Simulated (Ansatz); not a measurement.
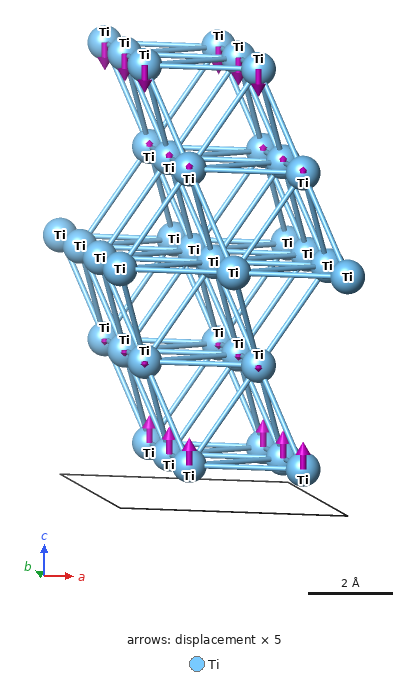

A relaxation of a slab of composition Ti (cut from the Fm-3m phase). The starting structure is drawn; purple arrows show the displacements, magnified 5 times.

The picture is a ball-and-stick view of the 2 × 3 repeat of the cell, outlined in the plane, without the vacuum, seen from a free direction.

Case: (1 1 1) slab, atoms relaxed. The slab is the (1 1 1) face of Ti.

Level of theory: DFT PBE, scalar-relativistic, plane waves, PAW in Ansatz.

Input file:
```yaml
crystal:
  lattice:
    - [2.9076478643, 0.0, 0.0]
    - [-1.4538239322, 2.5180969158, 0.0]
    - [0.0, 0.0, 24.496338159]
  atoms:
    - { symbol: Ti, position: [0.6666666667, 0.3333333333, 0.3061682098] }
    - { symbol: Ti, position: [0.3333333333, 0.6666666667, 0.4030841049] }
    - { symbol: Ti, position: [0.0, 0.0, 0.5] }
    - { symbol: Ti, position: [0.6666666667, 0.3333333333, 0.5969158951] }
    - { symbol: Ti, position: [0.3333333333, 0.6666666667, 0.6938317902] }
basis:
  ecutwfc: 420
kpoints:
  mp_grid: { grid: [12, 12, 1] }
hamiltonian:
  xc: pbe
scf:
  occupations: { method: gaussian, width: 0.1 }
output:
  forces: true
  eigenvalues: true
  write_density: true
  write_potential: true
  elf: true
  volumetric_format: npy
relax:
  adjacent_minimum: "off"
  f_tol: 0.02
  max_steps: 60
efield:
  axis: 3
  dipole_correction: true
  ramp_width: 0.04
```

Run as
```bash
ansatz run input.yaml --threads 1 --pin off --max-ram 2560MiB --backend cpu --events-out ev --progress --plain --runs-dir out
```

Q: What happened in the run?

A: The energy falls by 87.9 meV per cell of the calculation in 2 accepted moves (3 points after the start). Largest force component: 0.51 eV/Å at the start, 0.01 eV/Å at the end. 1 step only repeated the SCF at the same geometry. The largest moves, 0.13 Å, are those of Ti1 and Ti5. Ti5 goes along the normal (−c). The cell doesn't change. Some distances before and after: Ti1–Ti2 2.908 → 2.774 Å, Ti2–Ti3 2.908 → 2.933 Å. The run took 65 s on 1 thread of Arm Neoverse V1 (shared host), peak memory 0.41 GiB.
